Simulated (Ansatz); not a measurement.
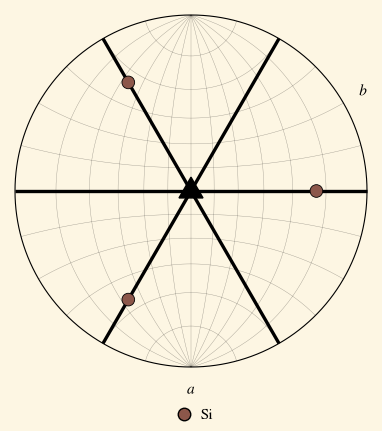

For Si, the end point of a relaxation with DFT PBE+D3(BJ), scalar-relativistic, plane waves, PAW (Ansatz 0.2.0); the starting structure was generated, so it need not be a known form of this composition: directions from one silicon atom at (1/3, 2/3, 0.881) to its bonded neighbours, in stereographic projection down c (filled: above the plane of the page or in it, open: below). Symmetry computed with spglib at a tolerance of 0.002 Å; standard conventional cell.

Neighbours are counted up to 2.58 Å for Si. The symmetry elements of the site are drawn in: heavy lines are mirror planes (a heavy rim: a mirror in the plane of the page); lens, triangle, square and hexagon are 2-, 3-, 4- and 6-fold axes, a lens in an open square is −4, a triangle in an open hexagon −6; thin dashed diameters join the ends of axes that lie in the page; a small open circle marks inversion.

```yaml
crystal:
  lattice:
    - [3.84247, 0.00000, 0.00000]
    - [-1.92123, 3.32767, 0.00000]
    - [0.00000, 0.00000, 3.22767]
  atoms:
    - { symbol: Si, position: [0.33333, 0.66667, 0.88126] }
    - { symbol: Si, position: [0.66667, 0.33333, 0.11874] }
```

How many neighbours are there, and at what angles?

Answer. 3: 3 Si at 2.35 Å. Angles between bonds: 110° (3×).

What is the site's symmetry in the crystal?

Answer. Point group 3m (C3v), order 6: one threefold axis, three mirror planes. In P-3m1 (No. 164) this is Wyckoff position 2d.
